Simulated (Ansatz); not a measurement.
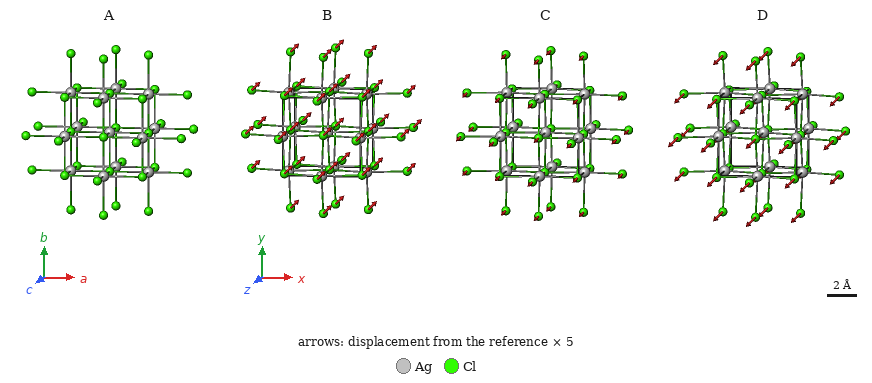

A scan of a crystal of AgCl (Fm-3m): the whole Cl sublattice is shifted rigidly, along Cartesian [1 1 0], all else fixed. The picture is a ball-and-stick view of the conventional cell (4 times the calculation's cell), seen along the c axis, with a slight tilt. Red arrows: displacements from the reference. Lengths and directions refer to the drawn axes.

Method: DFT PBE, scalar-relativistic, plane waves, PAW in Ansatz 0.2.0. (plane-wave cutoff 420 eV; k-point mesh 8 × 8 × 8; occupations gaussian; smearing width 0.05 eV; no spin polarisation). Energies (free energies at the smearing named) are counted from the cell as listed in its source, which wasn't relaxed.

**Order these geometries by energy, lowest first.**

Lowest first: A (the displacement 0.00 Å, 0.0 meV/cell), C (the displacement −0.10 Å, 5.8 meV/cell), B (the displacement 0.175 Å, 18.0 meV/cell), D (the displacement −0.20 Å, 23.7 meV/cell). Over the whole scan: of the computed points the lowest is at the displacement 0.00 Å, 0.0 meV/cell. The end points stand at 23.7 meV/cell (−0.20 Å) and 23.7 meV/cell (0.20 Å). The curvature at zero is about 1.1 eV/Å² per cell. The well is symmetric. At the highest point the shortest interatomic distance is 2.64 Å, against 2.77 Å in the reference. The distortion takes the space group from Fm-3m to Imm2.
